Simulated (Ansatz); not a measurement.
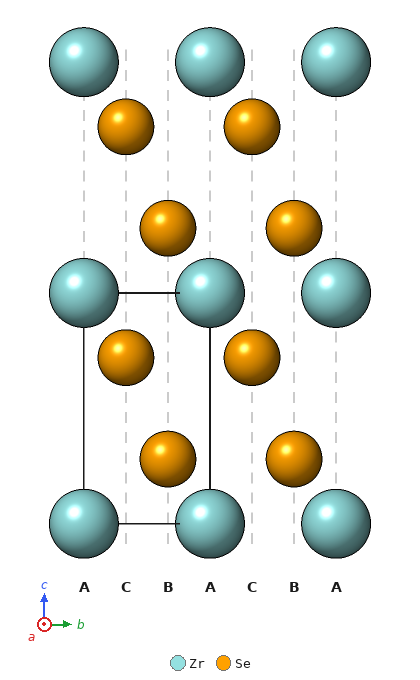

Projection along an edge of the hexagonal mesh, stacking direction c upwards. The dashed lines mark the three columns A (0, 0), B (1/3, 2/3) and C (2/3, 1/3). The sequence starts with the first layer at or above the cell's origin.

System ZrSe2; source of the atomic positions: the end point of a relaxation at fixed volume with DFT PBE+D3(BJ), scalar-relativistic, plane waves, PAW in Ansatz.

Q: List the layers of one repeat.

A: Zr(A) – Se(B) – Se(C) (three layers in 5.78 Å).

Q: How are the Se layers alone stacked?

A: Se layers alone: BC, the hexagonal close-packed type.

Q: Which positions between or in the Se layers do the other atoms fill?

A: Zr: one octahedral site in each hexagonal cell. One of the two gaps between Se layers is empty, 2.54 Å wide.

Q: What short polytype symbol fits?

A: Polytype symbol 1T, the symbol of a layered MX2 polytype (number of slabs in the repeat and lattice).

Heights of the layers:

| layer | atoms (column) | height (Å) | to next (Å) |
| --- | --- | --- | --- |
| 1 | Zr(A) | 0.00 | 1.62 |
| 2 | Se(B) | 1.62 | 2.54 |
| 3 | Se(C) | 4.16 | 1.62 |
